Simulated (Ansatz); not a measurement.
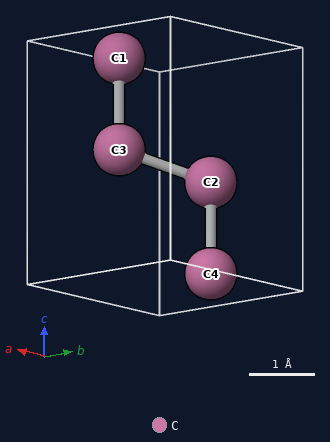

Figure 1. The structure (ball-and-stick view of the cell of the calculation, seen at an oblique angle; atoms are numbered from 1 in the order of the input). Near neighbours in the crystal (not all of them lie inside the picture): C has 4 C at 1.51 Å.

## Two runs on C

System: C (4 atoms in the cell).
Method of run 1: Kohn-Sham DFT of a periodic cell, revPBE with D4, Ansatz PAW, no spin polarisation (Ansatz 0.2.0).

The structure derives from an entry of the Crystallography Open Database. Text and figures count atoms from 1; the logs count them from 0 in places.

The input, run 1:
```yaml
crystal:
  lattice:
    - [2.4706141248, 0.0, 0.0]
    - [-1.2353070624, 2.139614595, 0.0]
    - [0.0, 0.0, 4.0345233474]
  atoms:
    - { symbol: C, position: [0.6666666667, 0.3333333333, 0.9375] }
    - { symbol: C, position: [0.3333333333, 0.6666666667, 0.4375] }
    - { symbol: C, position: [0.6666666667, 0.3333333333, 0.5625] }
    - { symbol: C, position: [0.3333333333, 0.6666666667, 0.0625] }
hamiltonian:
  xc: revpbe
  pseudopotentials: { kind: paw }
  dispersion: d4
kpoints:
  mp_grid: { grid: [12, 12, 7] }
scf:
  occupations: { method: fermi_dirac, width: 0.05 }
output:
  forces: true
  stress: true
  eigenvalues: true
```

Command:
```bash
ansatz run input.yaml --threads 2 --pin off --max-ram 5120MiB --backend cpu --events-out ev --progress --plain --runs-dir out
```

Hardware: 2 threads of Intel Xeon @ 2.60GHz (Ice Lake), 24 GiB of memory available, shared host.

Output, shortened to warnings, some set-up lines, iterations and results (run 1):
```
Basis set: ecut = 420 eV, 391 PW (Γ), exchange–correlation on 36×36×54 points (8 copies of the dense FFT grid, shifted against one another)
Symmetry: 24 space group operations
k-points: 76 of 1008
Initial density: superposition of atomic densities (neutral atoms: chi_scale 0, normalization atom), corrected by the library's trained network
[...]
SCF iter   1: F=—  HF=-1008.624241 eV  |F-HF|=—  |Δ(HF+E_count)|=         —  Δρ=7.82e-3  dr2=6.32e-3  ethr=1.77e-3  ⟨swp⟩=5.7  Hψ=5396  notcnv=0
SCF iter   2: F=—  HF=-1008.622569 eV  |F-HF|=—  |Δ(HF+E_count)|=   1.67e-3  Δρ=3.19e-3  dr2=8.52e-4  ethr=3.95e-5  ⟨swp⟩=1.8  Hψ=1868  notcnv=0
SCF iter   3: F=—  HF=-1008.622584 eV  |F-HF|=—  |Δ(HF+E_count)|=   1.46e-5  Δρ=4.14e-4  dr2=9.51e-6  ethr=5.33e-6  ⟨swp⟩=2.5  Hψ=1527  notcnv=0
SCF iter   4: F=—  HF=-1008.622604 eV  |F-HF|=—  |Δ(HF+E_count)|=   1.97e-5  Δρ=2.70e-5  dr2=1.42e-7  ethr=5.94e-8  ⟨swp⟩=2.1  Hψ=1461  notcnv=0
SCF iter   5: F=-1008.622604 eV  HF=-1008.622604 eV  |F-HF|=5.57e-9  |Δ(HF+E_count)|=   6.57e-9  Δρ=6.72e-6  dr2=7.38e-9  ethr=8.85e-10  ⟨swp⟩=2.6  Hψ=1532  notcnv=0
SCF iter   6: F=-1008.622604 eV  HF=-1008.622604 eV  |F-HF|=8.92e-11  |Δ(HF+E_count)|=   6.81e-9  Δρ=5.50e-7  dr2=2.00e-11  ethr=4.61e-11  ⟨swp⟩=1.9  Hψ=2870  notcnv=0
SCF 1 converged in 6 iterations: F = -1008.622604 eV  dr2 = 2.00e-11
SCF converged after 6 iterations
Free energy (F): -1008.622604 eV
Harris-Foulkes:  -1008.622604 eV  (|F-HF|=8.92e-11)
Internal energy: -1008.622604 eV  (E = F + TS)
E sigma→0 (E₀):  -1008.622604 eV
Fermi energy:    16.481536 eV
--- Per-component energies (eV) ---
  E_band       = 82.555380
  E_kinetic    = 377.749793
  E_local      = -235.763235  (includes V_loc(G=0)·N_el)
  E_nonlocal   = 106.491671
  E_hartree    = 52.742543
  E_xc         = -197.481936
  E_vxc        = -245.196561  (∫ρ·V_xc dr)
  E_paw        = -400.834313  (= ΣΔE_a)
  E_vpaw       = -26.211386  (= ΣTr[D̂ρ^β])
  E_aug_tail   = 0.000029  (compensation charges beyond the density's cutoff)
  E_ewald      = -709.371352
  E_disp       = -2.109134  (pairwise vdW)
  E_core_change = -0.046670  (= ΣΔE_core)
  E_smearing   = -0.000000  (= −TS)
  E_closure    = -0.000000  (closes the sum)
  Σ components = -1008.622604   (vs F -1008.622604, Δ=0.00e0)
--- Forces (eV/Å), atoms counted from 1 ---
  atom   1  C      0.00000000     0.00000000    -0.05289143
  atom   2  C      0.00000000    -0.00000000    -0.05289143
  atom   3  C      0.00000000     0.00000000     0.05289143
  atom   4  C      0.00000000    -0.00000000     0.05289143
  max |Σ_I F_I| component: 7.86e-17 eV/Å
--- Stress (GPa, compression-positive) ---
       14.880760       0.000000       0.000000
        0.000000      14.880760       0.000000
        0.000000       0.000000      44.158951
  P = ⅓ Tr σ = 24.6402 GPa (246.402 kbar)
```

For run 2 the input was changed thus:
```diff
-  xc: revpbe
+  xc: { exchange: b88, correlation: pbe }
-  dispersion: d4
```

Predict how the results change.

The total energies belong to different models, so their difference says nothing on which is more stable or more accurate. The pressure goes from 24.64 to 34.46 GPa. The functional changes from revPBE to one typed by its parts (see the changed lines). The number of SCF iterations is the same.

Output, shortened to warnings, some set-up lines, iterations and results (run 2):
```
Basis set: ecut = 420 eV, 391 PW (Γ), exchange–correlation on 36×36×54 points (8 copies of the dense FFT grid, shifted against one another)
Symmetry: 24 space group operations
k-points: 76 of 1008
Initial density: superposition of atomic densities (neutral atoms: chi_scale 0, normalization atom), corrected by the library's trained network
[...]
SCF iter   1: F=—  HF=-1005.839737 eV  |F-HF|=—  |Δ(HF+E_count)|=         —  Δρ=5.51e-3  dr2=3.43e-3  ethr=1.77e-3  ⟨swp⟩=5.7  Hψ=5377  notcnv=0
SCF iter   2: F=—  HF=-1005.838718 eV  |F-HF|=—  |Δ(HF+E_count)|=   1.02e-3  Δρ=2.29e-3  dr2=4.65e-4  ethr=2.14e-5  ⟨swp⟩=2.1  Hψ=1952  notcnv=0
SCF iter   3: F=—  HF=-1005.838717 eV  |F-HF|=—  |Δ(HF+E_count)|=   4.96e-7  Δρ=3.36e-4  dr2=5.25e-6  ethr=2.90e-6  ⟨swp⟩=2.7  Hψ=1539  notcnv=0
SCF iter   4: F=—  HF=-1005.838728 eV  |F-HF|=—  |Δ(HF+E_count)|=   1.09e-5  Δρ=2.37e-5  dr2=8.79e-8  ethr=3.28e-8  ⟨swp⟩=2.5  Hψ=1505  notcnv=0
SCF iter   5: F=-1005.838728 eV  HF=-1005.838728 eV  |F-HF|=3.20e-10  |Δ(HF+E_count)|=   2.96e-8  Δρ=5.62e-6  dr2=4.18e-9  ethr=5.49e-10  ⟨swp⟩=2.5  Hψ=1533  notcnv=0
SCF iter   6: F=-1005.838728 eV  HF=-1005.838728 eV  |F-HF|=2.02e-11  |Δ(HF+E_count)|=  6.01e-11  Δρ=3.78e-7  dr2=9.69e-12  ethr=2.61e-11  ⟨swp⟩=1.6  Hψ=2873  notcnv=0
SCF 1 converged in 6 iterations: F = -1005.838728 eV  dr2 = 9.69e-12
SCF converged after 6 iterations
Free energy (F): -1005.838728 eV
Harris-Foulkes:  -1005.838728 eV  (|F-HF|=2.02e-11)
Internal energy: -1005.838728 eV  (E = F + TS)
E sigma→0 (E₀):  -1005.838728 eV
Fermi energy:    16.340175 eV
--- Per-component energies (eV) ---
  E_band       = 81.097049
  E_kinetic    = 378.130009
  E_local      = -238.217786  (includes V_loc(G=0)·N_el)
  E_nonlocal   = 108.471645
  E_hartree    = 52.965043
  E_xc         = -197.821565
  E_vxc        = -245.527205  (∫ρ·V_xc dr)
  E_paw        = -399.974802  (= ΣΔE_a)
  E_vpaw       = -27.689724  (= ΣTr[D̂ρ^β])
  E_aug_tail   = 0.000031  (compensation charges beyond the density's cutoff)
  E_ewald      = -709.371352
  E_core_change = -0.019951  (= ΣΔE_core)
  E_smearing   = -0.000000  (= −TS)
  E_closure    = -0.000000  (closes the sum)
  Σ components = -1005.838728   (vs F -1005.838728, Δ=0.00e0)
--- Forces (eV/Å), atoms counted from 1 ---
  atom   1  C     -0.00000000     0.00000000    -0.05536051
  atom   2  C     -0.00000000    -0.00000000    -0.05536051
  atom   3  C      0.00000000     0.00000000     0.05536051
  atom   4  C      0.00000000    -0.00000000     0.05536051
  max |Σ_I F_I| component: 5.09e-17 eV/Å
--- Stress (GPa, compression-positive) ---
       24.685898      -0.000000       0.000000
        0.000000      24.685898       0.000000
        0.000000       0.000000      54.017722
  P = ⅓ Tr σ = 34.4632 GPa (344.632 kbar)
```

The two runs side by side:

| quantity | run 1 | run 2 |
| --- | --- | --- |
| outcome | converged | converged |
| free energy per atom (eV) | −252.1557 | −251.4597 |
| gap on the mesh (eV) | 3.20 | 3.18 |
| pressure (GPa) | 24.64 | 34.46 |
| largest force (eV/Å) | 0.053 | 0.055 |
| SCF iterations | 6 | 6 |
| irreducible k-points | 76 | 76 |
| plane waves at Γ | 391 | 391 |
| wall time (shared host) | 1.3 s | 0.6 s |

For both runs: Points of doubt noted for this run: forces on files of another functional.
